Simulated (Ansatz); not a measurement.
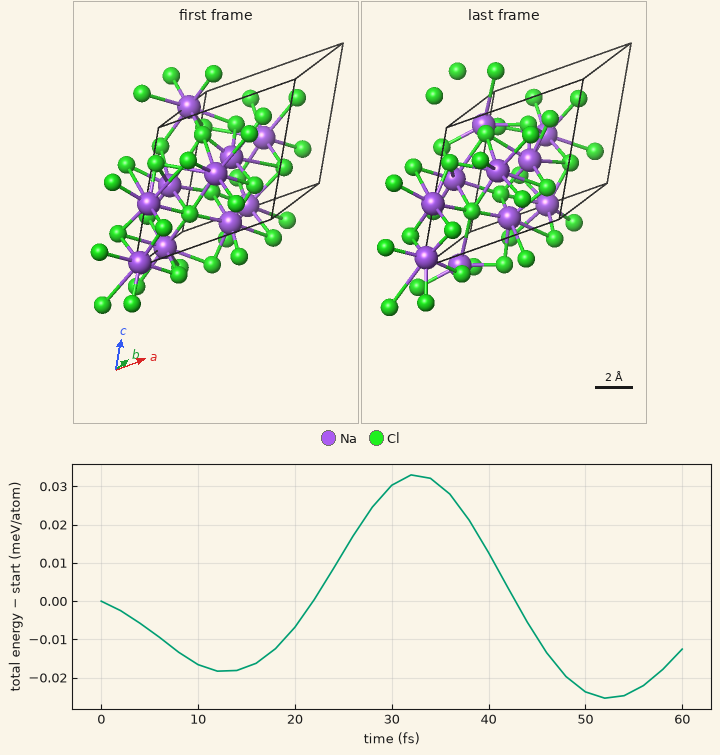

Molecular dynamics of NaCl with an interstitial Cl (17 atoms in the cell), 60 fs long. It starts from the last geometry of an earlier run, with fresh velocities. The picture is a ball-and-stick view of the reduced simulation cell, seen slightly off an axis. Bonds to atoms that aren't drawn are left out. Lengths and directions refer to the drawn axes.

All numbers below come from DFT PBE, scalar-relativistic, plane waves, PAW in Ansatz. Run with plane-wave cutoff 420 eV; k-point mesh 2 × 2 × 2; Fermi-Dirac smearing 0.02 eV; spin collinear; low-accuracy preset; constant energy (NVE); velocities drawn for 1260 K; time step 2 fs.

How well is the energy conserved, and can the run be trusted?

The total energy stays between −0.025 and 0.033 meV per atom of its start. A straight-line fit has a slope that amounts to −0.0064 meV per atom over 60 fs (under 0.1 % of the mean kinetic energy), and the ripple about it is 0.2 % of the kinetic energy's fluctuation. With a drift under 2 % and a ripple under 7 %, the integration is accurate. The mean temperature in the second half is 1038 K (standard deviation 21 K). The potential energy in the second half lies on average 27.0 meV per atom above the first frame.

Limits of the set-up: the k-point mesh is coarse for a cell with partly filled bands; the program's low-accuracy preset was used; the periodic images lie only 8.0 Å apart, so the values are limited by the cell's size.
